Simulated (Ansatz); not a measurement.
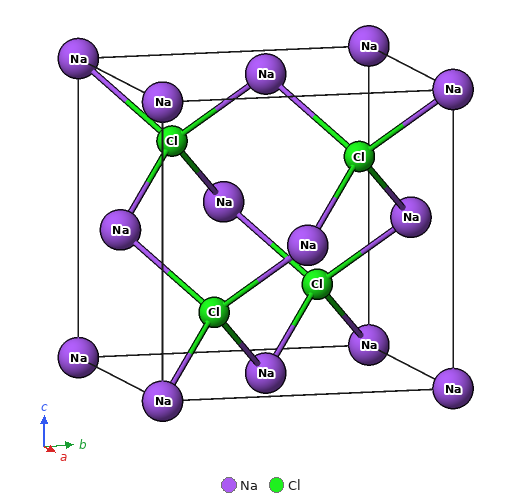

We look at a ball-and-stick model of the crystal slightly off an axis. One conventional unit cell is framed, with atoms on its boundary repeated.

NaCl, space group F-43m (No. 216), a = 6.17 Å, b = 6.17 Å, c = 6.17 Å, α = 90.00°, β = 90.00°, γ = 90.00°.

Theory: DFT, PBEsol, plane waves, PAW in Ansatz 0.2.0. Numerical settings: a basis cut at 420 eV, k-points about 0.29 Å⁻¹ apart, no spin polarisation.

> How large a gap does the method give, if there is one?

An insulator at this level, with a gap of 4.84 eV, direct.

> Give the pressure and its sign.

The computed pressure is 0.0 GPa, close to zero.

The cell started as a structure type filled with these elements by a generator (whether the compound takes this form wasn't checked). Earlier steps of the study may have refined or changed the cell and positions. An electronic-structure calculation with Ansatz was run on it.
